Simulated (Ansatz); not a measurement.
# CdSe: geometry relaxation

CdSe (2 atoms in the cell), computed with DFT, PBE, PAW with Ansatz's default frozen-core files, scalar-relativistic, no spin polarisation (Ansatz 0.2.0).

The structure derives from a Materials Project entry. Its volume is 0.85 times that of the source entry. It belongs to a series of runs on one base structure; here: atoms relaxed at 0.85 of the volume.

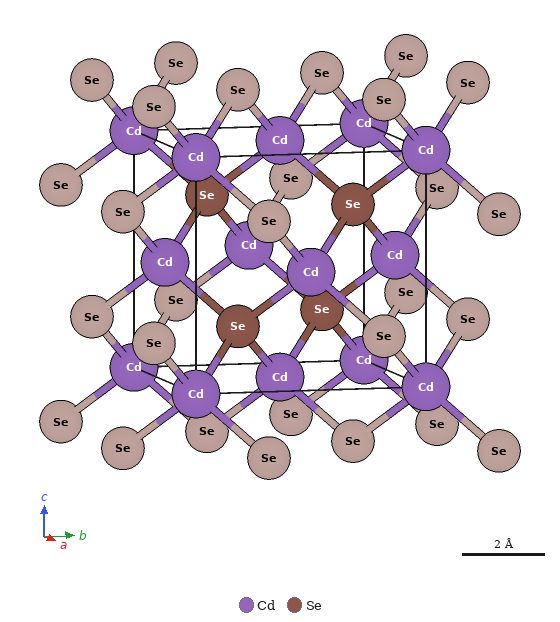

**Figure 1.** The starting structure (ball-and-stick view of the cell 4 times as large as that of the calculation, set on its symmetry axes, seen slightly off an axis; neighbours outside the cell are drawn fainter).

**The input**
```yaml
crystal:
  lattice:
    - [0.0, 2.908370386, 2.908370386]
    - [2.908370386, 0.0, 2.908370386]
    - [2.908370386, 2.908370386, 0.0]
  atoms:
    - { symbol: Cd, position: [0.0, 0.0, 0.0] }
    - { symbol: Se, position: [0.25, 0.25, 0.25] }
kpoints:
  mp_grid: { grid: [8, 8, 8] }
scf:
  occupations: { method: fermi_dirac, width: 0.03 }
hamiltonian:
  xc: pbe
  pseudopotentials: { kind: paw }
output:
  forces: true
  stress: true
  write_density: true
  write_potential: true
  elf: true
  volumetric_format: npy
relax:
  f_tol: 0.01
  max_steps: 30
```

Machine: 1 thread of Intel Xeon @ 2.50GHz (Skylake/Cascade Lake), 64 GiB of memory available, shared host.

Launched with:
```bash
ansatz run input.yaml --threads 1 --pin off --max-ram 2048MiB --backend cpu --events-out ev --progress --plain --runs-dir out
```

**Output**
```
Warning: output.stress: scf.convergence.dr2_threshold = 1e-7 eV (the SCF's general default) is looser than the 2e-10 eV advised for a printed stress (1e-10 eV for each atom of the cell: 2). What an SCF threshold leaves in a stress goes as its square root, and in the free energy as the threshold itself, and one threshold admits the most on a small cell: of the crystals measured, under no hybrid functional and no lock of the moments, on runs that ended without the residual-converged pass, on stresses that held no estimate of that error, the worst erred by over 100 MPa in a component at 1e-7 eV an atom and by under 5 at 1e-10. Every solve of this run answers to scf.convergence.dr2_threshold, and the tensor of one is reported: a single SCF on the reported geometry and on this run's grids (its basis.xc_grid and basis.ecutrho_ratio typed), with scf.convergence.dr2_threshold at 2e-10 eV or tighter, prints it and tightens no other solve. Else set scf.convergence.dr2_threshold to 2e-10 eV or tighter. The threshold is an SCF's pass mark: one that does not reach it within its budget of iterations ends unconverged, or closes short of it on a stop that the run arms, and scf.convergence.dr2_threshold's page says what that costs each kind of run
Engine: ansatz 0.2.0, x86_64-unknown-linux-gnu
Pseudopotentials: kind: paw
Pseudopotential: Cd, paw, valence charge 20, recommended cutoff 420 eV (normal), Cd.paw.azcp
Pseudopotential: Se, paw, valence charge 16, recommended cutoff 420 eV (normal), Se.paw.azcp
Functional definition: PBE
  parameter kappa = 0.804
  parameter beta = 0.06672455060314922
  exchange = pbe_x(kappa = kappa, mu = beta*pi^2/3)
  correlation = pbe_c(beta = beta)
Crystal: 2 atoms, lattice volume = 49.202 Å³
Basis set: ecut = 420 eV, 941 PW (Γ), exchange–correlation on 60×60×60 points (8 copies of the dense FFT grid, shifted against one another)
Bands: 22, of which v1, the nominal top of the filled ones, is band 18 counted from 1 (17 counted from 0)
Symmetry: 24 space group operations
Space group: F-43m (ITA 216), of the structure as read, at distance tolerance 3.7e-5 Å
k-points: 29 of 512 (time reversal used)
Non-local potential: Cd, projectors of the file, l = 0: 3, l = 1: 2, l = 2: 2, l = 3: 1
Non-local potential: Se, projectors of the file, l = 0: 2, l = 1: 2, l = 2: 3, l = 3: 1
PAW form: soft (Blöchl's): semilocal exchange-correlation on the pseudo side does not see the compensation charge
PAW one-centre angular grid: Cd, 590 points (default); XC on 64 Gauss nodes
PAW one-centre angular grid: Se, 590 points (default); XC on 64 Gauss nodes
Initial density: superposition of atomic densities (neutral atoms: chi_scale 0, normalization atom), corrected by the library's trained network
Initial wavefunctions: pseudopotential atomic-orbital guess
Functional: x = pbe(κ = 0.804, μ = 0.2195149727645171), c = pbe(β = 0.06672455060314922)
SCF iter   1: F=—  HF=-13724.441560 eV  |F-HF|=—  |Δ(HF+E_count)|=         —  Δρ=7.61e-4  dr2=4.42e-4  ethr=1.77e-3  ⟨swp⟩=5.9  Hψ=2779  notcnv=0
preconditioner: auto → none  [insulator: Δε(μ)=0.869 eV  Ē_g=12.794 eV  σ=0.030 eV  W_gap=1.00  n_scr=14 (ndim 8)  ℏωp=22.5 eV  f_vac=0.167  D(μ)=0.00/eV (n_scr^D=0)  ε∞_Penn≈4.1]
SCF iter   2: F=—  HF=-13724.442373 eV  |F-HF|=—  |Δ(HF+E_count)|=   8.13e-4  Δρ=2.87e-4  dr2=3.07e-5  ethr=1.23e-6  ⟨swp⟩=2.6  Hψ=1343  notcnv=0
SCF iter   3: F=—  HF=-13724.442375 eV  |F-HF|=—  |Δ(HF+E_count)|=   2.17e-6  Δρ=1.35e-4  dr2=6.45e-6  ethr=8.53e-8  ⟨swp⟩=2.0  Hψ=1145  notcnv=0
SCF iter   4: F=—  HF=-13724.442381 eV  |F-HF|=—  |Δ(HF+E_count)|=   6.33e-6  Δρ=4.72e-5  dr2=6.73e-7  ethr=1.79e-8  ⟨swp⟩=2.0  Hψ=882  notcnv=0
iter 5 did not close the SCF: its close was put off for the readings that it lacked (scf_convergence_deferred on its scf_iter line)
SCF iter   5: F=-13724.442383 eV  HF=-13724.442383 eV  |F-HF|=2.04e-8  |Δ(HF+E_count)|=   1.95e-6  Δρ=4.46e-6  dr2=7.84e-9  ethr=1.87e-9  ⟨swp⟩=2.0  Hψ=899  notcnv=0
SCF iter   6: F=-13724.442383 eV  HF=-13724.442383 eV  |F-HF|=1.63e-9  |Δ(HF+E_count)|=   2.31e-8  Δρ=1.73e-6  dr2=7.76e-10  ethr=2.18e-11  ⟨swp⟩=5.0  Hψ=3337  notcnv=0
SCF 1 converged in 6 iterations: F = -13724.442383 eV  dr2 = 7.76e-10
  greatest PAW one-centre occupation: 1.000 electrons in one spin orbital (limit 2), on the Cd atom at site 0 (counted from 0), in its partial waves of l = 0
relax step   1: F+E_penalty+E_count = -13724.44238313 eV  Δ(F+E_penalty+E_count) = +0.000e0 eV  max|allowed force component| = 9.252e-17 eV/Å  Δτ_max = 0.0000 Å  (6 SCF iters, accepted)
NSCF: frozen V_eff on 29 k-points
the band table was solved once a step of the walk had ended and its energy, with any forces and stress, was formed, with the checks that follow a solve (2798 applications of the Hamiltonian). They found nothing against the state; the energy, forces and stress were not computed again (output.eigenvalues in the input reference)
SCF converged after 6 iterations
Free energy (F): -13724.442383 eV
Harris-Foulkes:  -13724.442383 eV  (|F-HF|=1.63e-9)
Internal energy: -13724.442383 eV  (E = F + TS)
E sigma→0 (E₀):  -13724.442383 eV
Fermi energy:    10.034390 eV
--- Per-component energies (eV) ---
  E_band       = -828.882961
  E_kinetic    = 627.665434
  E_local      = -6056.987604  (includes V_loc(G=0)·N_el)
  E_nonlocal   = -562.936185
  E_hartree    = 2902.686488
  E_xc         = -283.078120
  E_vxc        = -322.706607  (∫ρ·V_xc dr)
  E_paw        = -5993.695360  (= ΣΔE_a)
  E_vpaw       = -319.290815  (= ΣTr[D̂ρ^β])
  E_aug_tail   = -0.000575  (compensation charges beyond the density's cutoff)
  E_ewald      = -4358.096462
  E_smearing   = -0.000000  (= −TS)
  E_closure    = -0.000000  (closes the sum)
  Σ components = -13724.442383   (vs F -13724.442383, Δ=0.00e0)
--- Forces (eV/Å), atoms counted from 1 ---
  atom   1  Cd     0.00000000     0.00000000    -0.00000000
  atom   2  Se    -0.00000000     0.00000000    -0.00000000
  max |Σ_I F_I| component: 7.40e-17 eV/Å
--- Stress (GPa, compression-positive) ---
       13.205437       0.000000       0.000000
        0.000000      13.205437       0.000000
       -0.000000       0.000000      13.205437
  P = ⅓ Tr σ = 13.2054 GPa (132.054 kbar)
--- Band table (eV; the first three rows and the last of 29) ---
  k-point 0: bands = ["-92.3933", "-53.4673", "-53.4673", "-53.4673", "-37.4040", "-37.4040", "-37.4040", "-37.3982", "-37.3982", "-3.8701", "1.0885", "1.0885", "1.0885", "1.6295", "1.6295", "9.5801", "9.5801", "9.5801", "10.4550", "15.4899", "15.4899", "15.4899"]
  k-point 1: bands = ["-92.3933", "-53.4674", "-53.4673", "-53.4673", "-37.4040", "-37.4040", "-37.4040", "-37.3982", "-37.3982", "-3.7977", "1.1129", "1.1129", "1.1414", "1.6277", "1.6277", "8.2716", "9.4168", "9.4168", "11.4516", "15.3291", "15.7322", "15.7322"]
  k-point 2: bands = ["-92.3933", "-53.4676", "-53.4673", "-53.4673", "-37.4041", "-37.4039", "-37.4039", "-37.3982", "-37.3982", "-3.6199", "1.1662", "1.1662", "1.3396", "1.6316", "1.6316", "6.5528", "9.0608", "9.0608", "12.1052", "15.7289", "16.0900", "16.0900"]
  k-point 28: bands = ["-92.3933", "-53.4678", "-53.4677", "-53.4675", "-37.4042", "-37.4041", "-37.4039", "-37.3982", "-37.3981", "-3.2073", "1.3330", "1.3723", "1.5809", "1.6252", "2.3251", "4.9102", "6.7316", "6.8164", "14.7591", "15.1797", "16.2844", "17.1566"]
--- Relaxed structure (1 steps of the walk, 1 accepted, 0 SCFs on fresh bases) ---
  F+E_penalty+E_count = -13724.44238313 eV   max|allowed force component| = 9.252e-17 eV/Å
  atoms:
    - { symbol: Cd, position: [0.0, 0.0, 0.0] }
    - { symbol: Se, position: [0.25, 0.25, 0.25] }
```

**File rho_z.tsv**
```
# z_ang	rho[e/angstrom^3]
# format = ansatz-planar-average/11
# lattice	0.000000000	2.908370386	2.908370386
# lattice	2.908370386	0.000000000	2.908370386
# lattice	2.908370386	2.908370386	0.000000000
# sites	2
# site	48	0.000000000	0.000000000	0.000000000
# site	34	1.454185193	1.454185193	1.454185193
0.000000	1.550614e0
0.137102	1.524100e0
0.274204	1.401692e0
0.411306	1.256751e0
0.548408	1.178193e0
0.685509	1.224608e0
0.822611	1.366713e0
0.959713	1.475474e0
1.096815	1.414397e0
1.233917	1.166839e0
1.371019	8.425741e-1
1.508121	5.622900e-1
1.645223	3.731981e-1
1.782325	2.611976e-1
1.919427	1.966567e-1
2.056528	1.573116e-1
2.193630	1.298772e-1
2.330732	1.092392e-1
2.467834	9.541215e-2
2.604936	8.855549e-2
2.742038	8.947423e-2
2.879140	1.009417e-1
3.016242	1.287434e-1
3.153344	1.852112e-1
3.290445	2.882419e-1
3.427547	4.539228e-1
3.564649	6.849874e-1
3.701751	9.602555e-1
3.838853	1.234481e0
3.975955	1.448558e0
```

**File v_z.tsv**
```
# z_ang	v_es[eV]	v_tot[eV]
# format = ansatz-planar-average/11
# xc	pbe
# density_cutoff_ev	1680
# datasets	Cd=:simpson_from_first_knot:soft	Se=:simpson_from_first_knot:soft
# lattice	0.000000000	2.908370386	2.908370386
# lattice	2.908370386	0.000000000	2.908370386
# lattice	2.908370386	2.908370386	0.000000000
# sites	2
# site	48	0.000000000	0.000000000	0.000000000
# site	34	1.454185193	1.454185193	1.454185193
0.000000	3.774653e0	-8.198466e0
0.137102	3.001039e0	-9.251743e0
0.274204	2.588066e0	-9.792545e0
0.411306	2.585328e0	-9.818375e0
0.548408	2.911333e0	-9.432271e0
0.685509	3.471433e0	-8.729706e0
0.822611	4.203898e0	-7.758710e0
0.959713	5.054124e0	-6.563057e0
1.096815	5.936218e0	-5.253483e0
1.233917	6.740686e0	-3.959970e0
1.371019	7.396850e0	-2.772796e0
1.508121	7.956283e0	-1.662590e0
1.645223	8.540268e0	-5.202092e-1
1.782325	9.247936e0	7.241933e-1
1.919427	1.013286e1	2.123238e0
2.056528	1.110711e1	3.593675e0
2.193630	1.193851e1	4.865932e0
2.330732	1.243260e1	5.733596e0
2.467834	1.260779e1	6.170021e0
2.604936	1.255471e1	6.221120e0
2.742038	1.229194e1	5.980136e0
2.879140	1.177441e1	5.370419e0
3.016242	1.099699e1	4.234314e0
3.153344	1.006001e1	2.703281e0
3.290445	9.083175e0	1.019027e0
3.427547	8.140448e0	-6.873581e-1
3.564649	7.251329e0	-2.337410e0
3.701751	6.405732e0	-3.907480e0
3.838853	5.578844e0	-5.399010e0
3.975955	4.700037e0	-6.839077e0
```

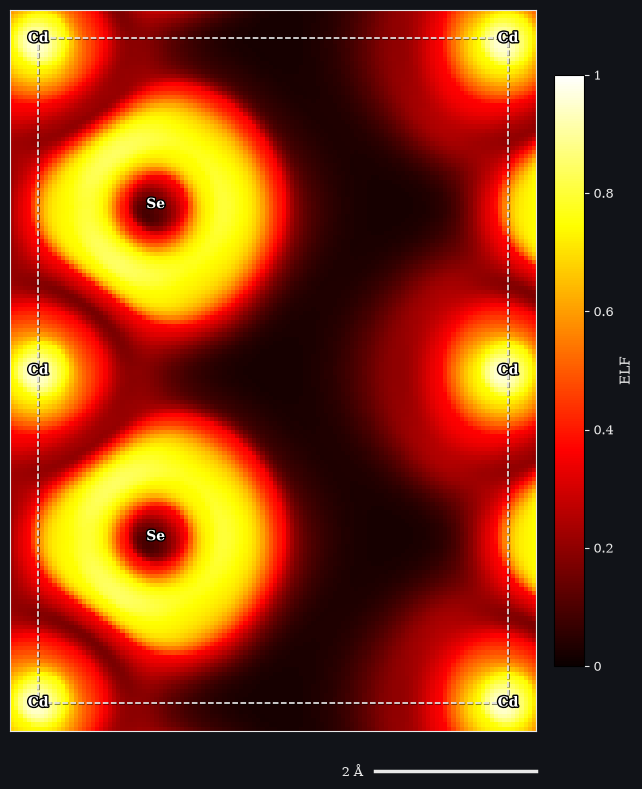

**Figure 2.** Electron localisation function on the (110) plane of the conventional cell. Atoms in the plane: Cd and Se. Cd–Se (2.52 Å): the ELF is about 0.35 at the midpoint. The strong features right at Cd lie inside the PAW spheres (semicore, d or f shells) and say nothing about bonding. The fields are those of the smooth PAW valence density.

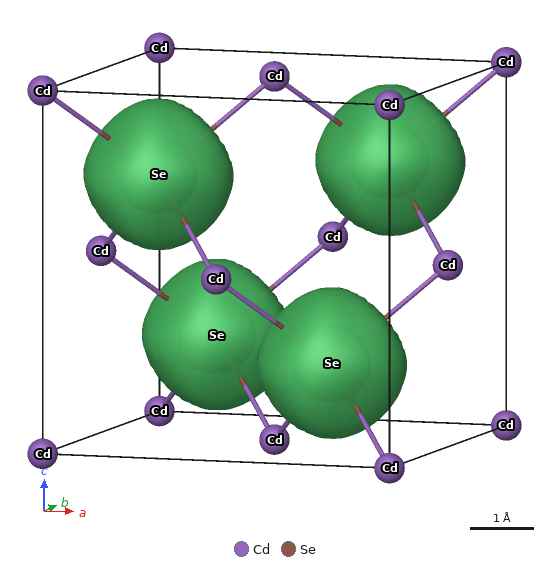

**Figure 3.** Isosurface of the electron localisation function at 0.7 (green), seen slightly off an axis. Only the valence region is drawn (cores and ρ < 0.01 e/Å³ removed). Sticks mark near contacts. The outline is the cell set on symmetry axes. Values along the shortest contacts: Cd–Se (2.52 Å): the ELF is about 0.35 at the midpoint.

**Summary**

```csv
quantity,value
outcome,converged
space group (tolerance 0.01 Å),F-43m (216)
electrons treated,36
free energy,−13724.4424 eV
Fermi energy,10.034 eV
pressure,13.21 GPa
final volume,49.20 Å³
largest force (length of the vector),under 0.001 eV/Å
wall time,3.6 s
peak memory,0.4 GiB
```

**Notes**

The input already met the tolerances, so nothing moved. The program warns: the SCF threshold is looser than advised for the printed stress. The cell is under a pressure of 13.2 GPa at this level, so it is not at its equilibrium volume.

**Notes**

The program warns: the SCF threshold is looser than advised for the printed stress. The cell is under a pressure of 13.2 GPa at this level, so it is not at its equilibrium volume.
